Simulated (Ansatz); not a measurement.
```
Ta
1.0
     3.28039    0.00000    0.00000
     0.00000    3.28039    0.00000
     0.00000    0.00000    3.28039
Ta
2
Direct
  0.00000 0.00000 0.00000
  0.50000 0.50000 0.50000
```

Space group Im-3m; computed without spin polarisation.

These are results of DFT, PBEsol, PAW with Ansatz's default frozen-core files, scalar-relativistic (Ansatz), not measurements.

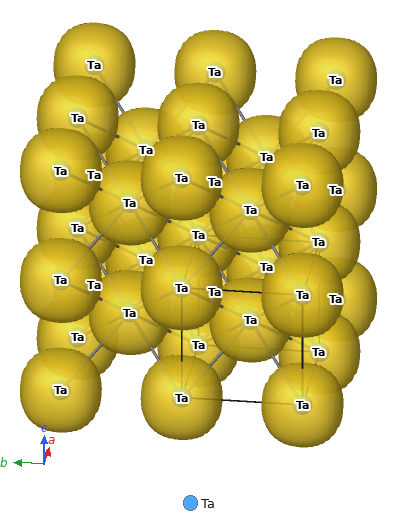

Ta. Isosurface of the valence electron density at 0.4 e/Å³ (yellow), seen at an oblique angle. Sticks mark near contacts.

Which contacts does the surface bridge?

At this value the density breaks into separate islands; it holds about 75 % of the electrons treated as valence (semicore included). It bridges none of the near contacts. It is pinched off along the sampled Ta–Ta (2.84 Å) contacts. On the grid the lowest density along these lines, outside the cores, is 0.31 e/Å³ (Ta–Ta, 2.84 Å).
